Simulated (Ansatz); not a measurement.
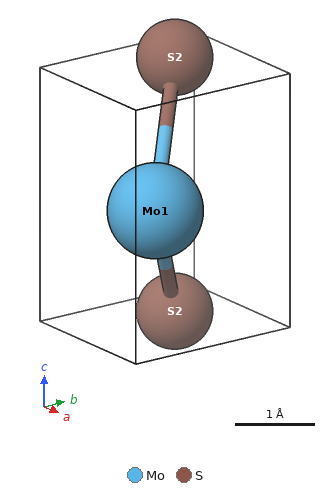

Figure 1. The input geometry (ball-and-stick view of the cell of the calculation, seen slightly off an axis; atoms are numbered from 1 in the order of the input). An atom can appear more than once, as a periodic image. Near neighbours in the periodic cell (some may lie outside the picture): Mo has 6 S at 2.47 Å; S has 6 Mo at 2.47 Å.

**MoS: band-structure calculation**

- system: MoS (P-6m2, 2 atoms in the cell)
- method: DFT PBE, scalar-relativistic, plane waves, PAW, no spin polarisation (Ansatz 0.2.0)

The structure was made by a generator, so it may or may not be a known phase. Figures and captions count atoms from 1; the log counts them from 0 in places.

### Input file
```yaml
crystal:
  lattice:
    - [3.2053395886, 0.0, 0.0]
    - [-1.6026697943, 2.7759055115, 0.0]
    - [0.0, 0.0, 3.2812253624]
  atoms:
    - { symbol: Mo, position: [0.6666666667, 0.3333333333, 0.5] }
    - { symbol: S, position: [0.3333333333, 0.6666666667, 0.0] }
basis:
  ecutwfc: 420
kpoints:
  mp_grid: { grid: [18, 18, 18] }
  band_path:
    path:
      - [[0.0, 0.0, 0.0], [0.5, 0.0, 0.0], [0.33333333, 0.33333333, 0.0], [0.0, 0.0, 0.0], [0.0, 0.0, 0.5], [0.5, 0.0, 0.5], [0.33333333, 0.33333333, 0.5], [0.0, 0.0, 0.5]]
      - [[0.5, 0.0, 0.5], [0.5, 0.0, 0.0]]
      - [[0.33333333, 0.33333333, 0.5], [0.33333333, 0.33333333, 0.0]]
    npoints: 14
hamiltonian:
  xc: pbe
scf:
  occupations: { method: gaussian, width: 0.1 }
  n_extra_bands: 6
output:
  forces: true
  stress: true
  eigenvalues: true
  populations: true
  dos: { projected: true, de: 0.02, nscf_kmesh: { grid: [22, 22, 22] } }
  bader: true
  write_density: true
  write_potential: true
  elf: true
  volumetric_format: npy
```

Machine: 1 thread of Intel Xeon @ 2.50GHz (Skylake/Cascade Lake), 189 GiB of memory available, shared host.

Launch command:
```bash
ansatz run input.yaml --threads 1 --pin off --max-ram 2560MiB --backend cpu --events-out ev --progress --plain --runs-dir out
```

### The program's output
```
scf.n_extra_bands = 6 over 10 filled bands (N_el = 20.0): the run solves 16 bands
Engine: ansatz 0.2.0, x86_64-unknown-linux-gnu
Pseudopotentials: kind: paw
Pseudopotential: Mo, paw, valence charge 14, recommended cutoff 420 eV (normal), Mo.paw.azcp
Pseudopotential: S, paw, valence charge 6, recommended cutoff 420 eV (normal), S.paw.azcp
Functional definition: PBE
  parameter kappa = 0.804
  parameter beta = 0.06672455060314922
  exchange = pbe_x(kappa = kappa, mu = beta*pi^2/3)
  correlation = pbe_c(beta = beta)
Crystal: 2 atoms, lattice volume = 29.195 Å³
Basis set: ecut = 420 eV, 563 PW (Γ), exchange–correlation on 48×48×48 points (8 copies of the dense FFT grid, shifted against one another)
Bands: 16, of which v1, the nominal top of the filled ones, is band 10 counted from 1 (9 counted from 0)
Symmetry: 12 space group operations
Space group: P-6m2 (ITA 187), of the structure as read, at distance tolerance 3.1e-5 Å
k-points: 370 of 5832 (time reversal used)
Non-local potential: Mo, projectors of the file, l = 0: 3, l = 1: 2, l = 2: 2, l = 3: 1
Non-local potential: S, projectors of the file, l = 0: 2, l = 1: 2, l = 2: 2
PAW form: soft (Blöchl's): semilocal exchange-correlation on the pseudo side does not see the compensation charge
PAW one-centre angular grid: Mo, 590 points (default); XC on 64 Gauss nodes
PAW one-centre angular grid: S, 110 points (default); XC on 64 Gauss nodes
Initial density: superposition of atomic densities (neutral atoms: chi_scale 0, normalization atom), corrected by the library's trained network
Initial wavefunctions: pseudopotential atomic-orbital guess
Functional: x = pbe(κ = 0.804, μ = 0.2195149727645171), c = pbe(β = 0.06672455060314922)
SCF iter   1: F=—  HF=-5858.593775 eV  |F-HF|=—  |Δ(HF+E_count)|=         —  Δρ=6.38e-3  dr2=7.97e-3  ethr=1.77e-3  ⟨swp⟩=5.4  Hψ=32995  notcnv=0
preconditioner: auto → none  [metal: Δε(μ)=0.004 eV  Ē_g=10.770 eV  σ=0.100 eV  W_gap=0.02  n_scr=8 (ndim 8)  ℏωp=23.8 eV  f_vac=0.000  D(μ)=1.89/eV (n_scr^D=20)  sad-step TF]
SCF iter   2: F=—  HF=-5858.593172 eV  |F-HF|=—  |Δ(HF+E_count)|=   6.03e-4  Δρ=3.96e-3  dr2=3.69e-3  ethr=3.99e-5  ⟨swp⟩=1.1  Hψ=8904  notcnv=0  defer=2
SCF iter   3: F=—  HF=-5858.593227 eV  |F-HF|=—  |Δ(HF+E_count)|=   5.58e-5  Δρ=6.98e-4  dr2=1.19e-4  ethr=1.84e-5  ⟨swp⟩=2.4  Hψ=7834  notcnv=0  defer=4
SCF iter   4: F=—  HF=-5858.593199 eV  |F-HF|=—  |Δ(HF+E_count)|=   2.85e-5  Δρ=1.60e-4  dr2=3.12e-6  ethr=5.93e-7  ⟨swp⟩=2.3  Hψ=8680  notcnv=0  defer=4
SCF iter   5: F=—  HF=-5858.593231 eV  |F-HF|=—  |Δ(HF+E_count)|=   3.21e-5  Δρ=4.40e-5  dr2=4.78e-7  ethr=1.56e-8  ⟨swp⟩=2.4  Hψ=8679  notcnv=0  defer=4
SCF iter   6: F=-5858.593231 eV  HF=-5858.593231 eV  |F-HF|=2.18e-8  |Δ(HF+E_count)|=   6.10e-8  Δρ=1.22e-5  dr2=3.42e-8  ethr=5.00e-10  ⟨swp⟩=11.5  Hψ=38033  notcnv=0
SCF 1 converged in 6 iterations: F = -5858.593231 eV  dr2 = 3.42e-8
  greatest PAW one-centre occupation: 0.998 electrons in one spin orbital (limit 2), on the Mo atom at site 0 (counted from 0), in its partial waves of l = 0
```

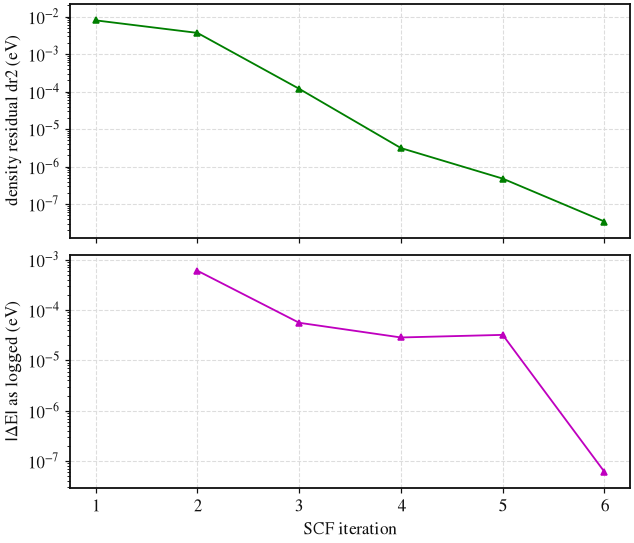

Figure 2. Convergence of the self-consistent field: density residual dr2 and size of the energy change against the SCF iteration. The residual falls at every step.

```
NSCF: frozen V_eff on 129 k-points
NSCF: frozen V_eff on 624 k-points
SCF converged after 6 iterations
Free energy (F): -5858.593231 eV
Harris-Foulkes:  -5858.593231 eV  (|F-HF|=2.18e-8)
Internal energy: -5858.583721 eV  (E = F + TS)
E sigma→0 (E₀):  -5858.588476 eV
Entropy (-TS):   -0.009509 eV (-4.755 meV/atom)
Fermi energy:    17.796650 eV
--- Per-component energies (eV) ---
  E_band       = -59.618584
  E_kinetic    = 553.850237
  E_local      = -1018.401425  (includes V_loc(G=0)·N_el)
  E_nonlocal   = 171.793172
  E_hartree    = 350.704213
  E_xc         = -282.135500
  E_vxc        = -318.725999  (∫ρ·V_xc dr)
  E_paw        = -3802.141883  (= ΣΔE_a)
  E_vpaw       = -149.547520  (= ΣTr[D̂ρ^β])
  E_aug_tail   = 0.000052  (compensation charges beyond the density's cutoff)
  E_ewald      = -1832.252588
  E_smearing   = -0.009509  (= −TS)
  E_closure    = 0.000000  (closes the sum)
  Σ components = -5858.593231   (vs F -5858.593231, Δ=0.00e0)
--- Forces (eV/Å), atoms counted from 1 ---
  atom   1  Mo     0.00000000     0.00000000     0.00000000
  atom   2  S      0.00000000     0.00000000     0.00000000
  max |Σ_I F_I| component: 1.48e-16 eV/Å
--- Stress (GPa, compression-positive) ---
       -0.003033       0.000000       0.000000
        0.000000      -0.003033       0.000000
        0.000000       0.000000       0.003664
  P = ⅓ Tr σ = -0.0008 GPa (-0.008 kbar)
--- Band table (eV; the first three rows and the last of 370) ---
  k-point 0: bands = ["-43.9762", "-18.1937", "-17.8846", "-17.8846", "0.8117", "13.0686", "13.0686", "13.1160", "13.7996", "17.4631", "17.4631", "19.3788", "19.3788", "20.7575", "25.1835", "25.6320"]
  k-point 1: bands = ["-43.9758", "-18.2011", "-17.8840", "-17.8840", "0.8501", "12.7689", "13.0873", "13.0873", "14.0880", "17.3045", "17.3045", "19.4917", "19.4917", "20.8424", "25.3043", "25.6119"]
  k-point 2: bands = ["-43.9745", "-18.2223", "-17.8823", "-17.8823", "0.9627", "12.1579", "13.1413", "13.1413", "14.5457", "16.9454", "16.9454", "19.6934", "19.6934", "21.0730", "25.6230", "25.6230"]
  k-point 369: bands = ["-43.9239", "-18.3346", "-18.1134", "-18.0834", "2.9826", "9.4505", "10.4616", "12.1429", "15.8963", "18.6202", "19.2222", "20.7154", "21.2083", "21.8438", "22.1633", "26.2828"]
--- Löwdin populations: 2 sites ---
  site symbol       q [e]
     0     Mo     13.9100
     1      S      5.8965
  spilling = 0.009675 (of n_electrons = 20.000000)
--- Bader charges: 2 sites ---
  site symbol  charge [e]  shift [e]
     0     Mo      0.9538     0.0015
     1      S     -0.9538     0.0015
  estimated error of the sums over rays = 4.5e-4 e
```

### File bader_charges.tsv
```
# site	symbol	x_ang	y_ang	z_ang	partial_charge_e	electrons	volume_ang3	relative_density_drop	shared_charge_e	partial_wave_shift_e
# quadrature_error_electrons = 4.5e-4
0	Mo	1.6027	0.9253	1.6406	0.95382	41.04618	13.68	-	0.95382	0.00146
1	S	0.0000	1.8506	0.0000	-0.95382	16.95382	15.51	-	-0.95382	0.00146
```

### File populations.tsv
```
# site	symbol	l	j	q
# orbitals = lowdin
# n_electrons = 20.000000
# spilling = 0.009675
0	Mo	0_4S	-	1.968110
0	Mo	0_5S	-	0.507283
0	Mo	1_4P	-	5.991140
0	Mo	2_4D	-	5.443503
1	S	0_3S	-	1.593786
1	S	1_3P	-	4.302685
```

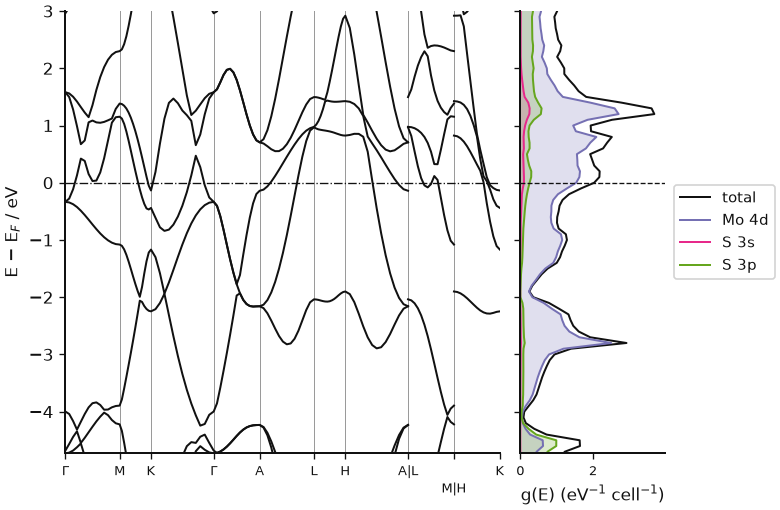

Figure 3. Band structure along Γ–M–K–Γ–A–L–H–A|L–M|H–K and density of states (projected on Löwdin-orthogonalised atomic shells), with energies from the Fermi level. Bands cross the Fermi level: a metal at this level of theory.

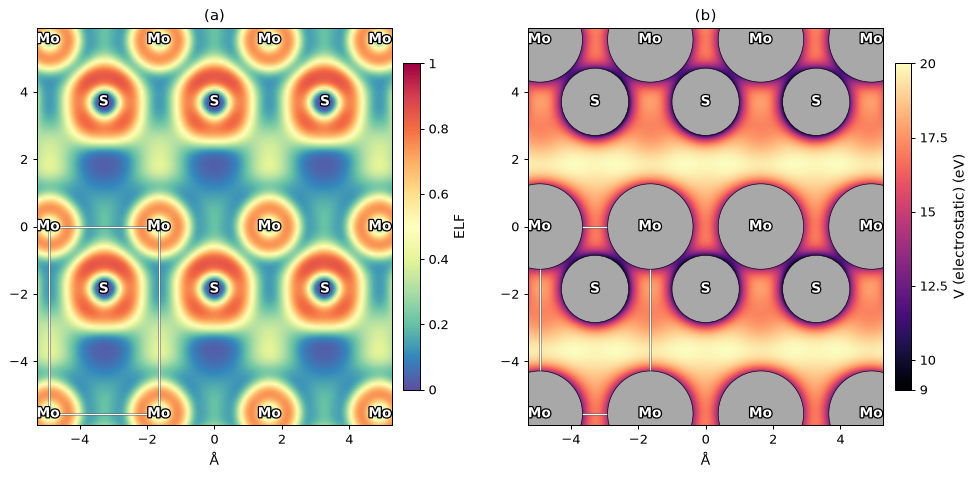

Figure 4. (a) ELF; (b) electrostatic potential energy of an electron on the (110) plane of the conventional cell. Grey discs, where drawn, cover atomic cores. The section cuts through Mo and S sites. Mo–S (2.47 Å): the ELF is about 0.35 at the midpoint. The strong features right at Mo lie inside the PAW spheres (semicore, d or f shells) and say nothing about bonding. Outside the cores the potential energy rises away from the atoms and is highest about 1.9 Å from the nearest atoms; outside the discs it spans about 10 eV, and its zero is arbitrary. The fields are those of the smooth PAW valence density.

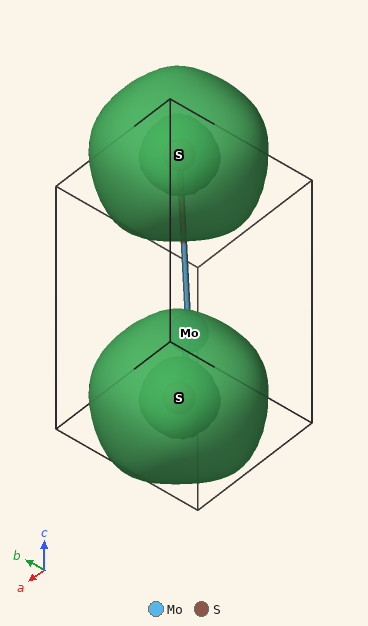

Figure 5. Isosurface of the electron localisation function at 0.6 (green), seen at an oblique angle. Only the valence region is drawn (cores and ρ < 0.01 e/Å³ removed). Sticks mark near contacts. The outline is the cell set on symmetry axes. Values along the shortest contacts: Mo–S (2.47 Å): the ELF is about 0.35 at the midpoint.

### Results in brief

- outcome: converged
- space group (tolerance 0.01 Å): P-6m2 (187)
- electrons treated: 20
- free energy: −5858.5932 eV
- Fermi energy: 17.797 eV
- gap on the k-point mesh: none (metallic)
- pressure: 0.00 GPa
- largest force (length of the vector): under 0.001 eV/Å
- wall time: 96 s
- peak memory: 0.49 GiB
